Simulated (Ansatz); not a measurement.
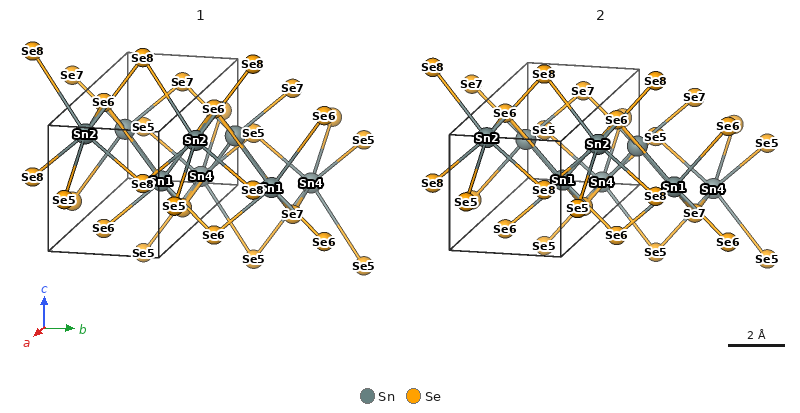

Two geometries of a crystal of SnSe (built on the database structure type), drawn at one scale. One is the start of a relaxation, the other its converged end. Style: ball-and-stick. Shown: the cell of the calculation, repeated 1 × 2 × 1 with one cell outlined, slightly off an axis.

Theory: DFT, PBEsol, plane waves, PAW (Ansatz). Settings: plane-wave cutoff 420 eV; k-point mesh 2 × 6 × 4; occupations fermi dirac; smearing width 0.03 eV; no spin polarisation; cell and atoms relaxed; force threshold 0.01 eV/Å; at most 120 steps.

> Which geometry has the lower energy?

Structure 2 is the relaxed one. After 6 accepted moves (7 points after the start) the energy has fallen by 22.0 meV per atom. Largest force component: 0.099 eV/Å at the start, 0.0063 eV/Å at the end. Pressure: −1.59 GPa at the start and 0.02 GPa at the end. At 1 point the geometry stayed and the basis and grid were re-selected for the new cell (energy shift of 0.3 meV per atom at most each time). The largest moves relative to the cell, 0.16 Å, are those of Sn atoms. Largest moves by element: Sn 0.16 Å, Se 0.09 Å. The drawn cell changes as follows: a 11.664 → 11.510 Å (−1.3 %), b 4.126 → 4.173 Å (+1.1 %), c 4.701 → 4.318 Å (−8.2 %); the volume changes by −8.3 %. Near-neighbour distances that change, for instance: Se–Sn 3.566 → 3.220 Å, Se–Sn 3.565 → 3.467 Å, Se–Sn 2.769 → 2.820 Å, Se–Sn 2.767 → 2.742 Å. Bond angles that change, for instance: Sn–Se–Sn 104.5° → 99.2°. The space group stays Pnma (No. 62).

Limits of the set-up: layers or molecules are held without a dispersion correction, so their spacing is unreliable.
